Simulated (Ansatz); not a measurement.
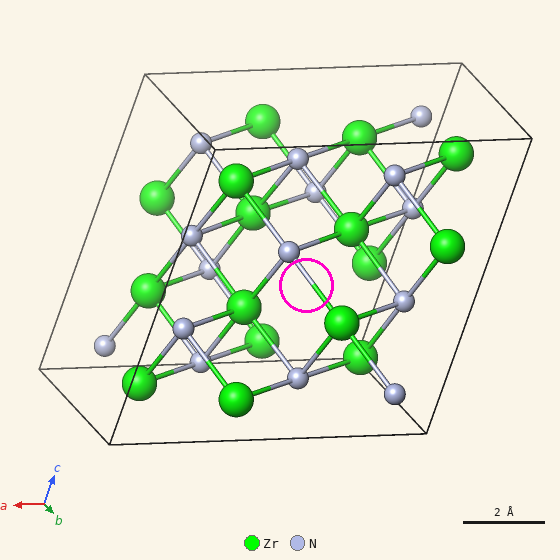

This ball-and-stick model is shown from a general direction. Lines trace the edges of the supercell. The host is ZrN, in a cell of 32 sites, and the cell is neutral. A ring marks the defect's site.

> Identify the point defect.

A nitrogen vacancy. Around the empty site lie six Zr at about 2.3 Å.

The atoms were relaxed in the host's cell with DFT PBE, scalar-relativistic, plane waves, PAW (Ansatz).
